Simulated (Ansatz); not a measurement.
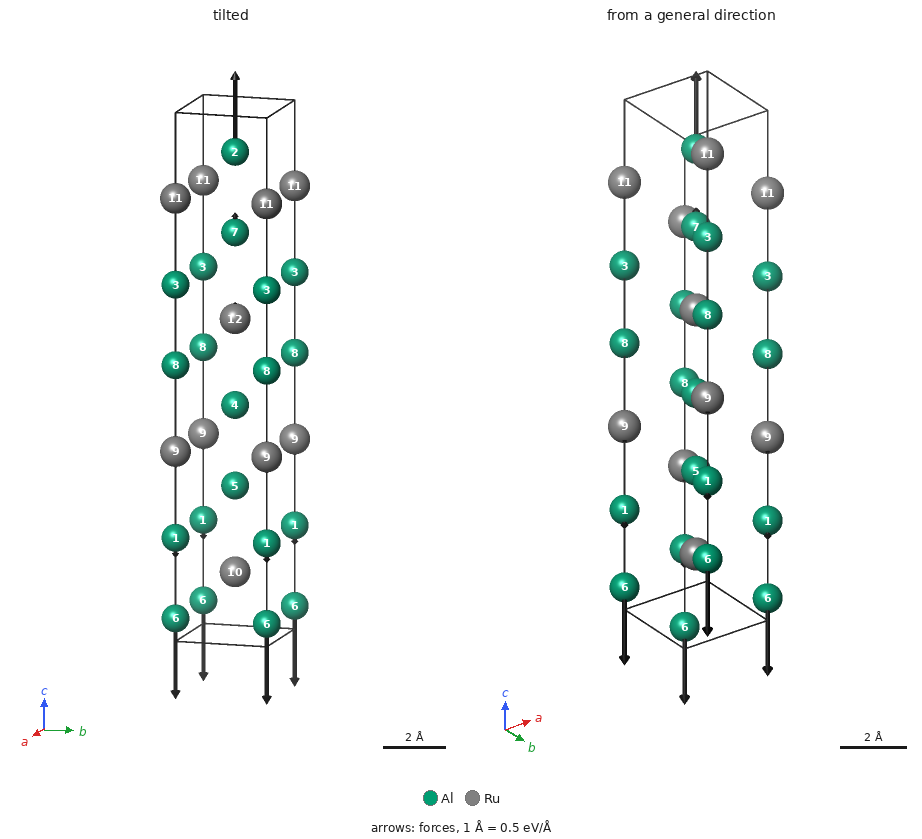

The crystal in a spheres-only representation, seen slightly off an axis and from a general direction. The edges of the simulation cell are marked. The arrows are the computed forces on the atoms.

System: Al$_{2}$Ru. The numbers come from DFT r2SCAN, scalar-relativistic, plane waves, PAW in Ansatz 0.2.0, using a cutoff energy of 500 eV, k-point mesh 15×15×3, Gaussian smearing of 0.15 eV, no spin polarisation.

Are the forces small enough to call this converged?

No. The atoms still feel forces of up to about 1.1 eV/Å, far above a usual threshold of 0.01 to 0.03 eV/Å.

Where does the largest force act?

Al2 and Al6, about 1.1 eV/Å.

Origin of the cell: a structure listed in the Materials Project. The cell was then strained or its atoms displaced on purpose. It went into a calculation with Ansatz.
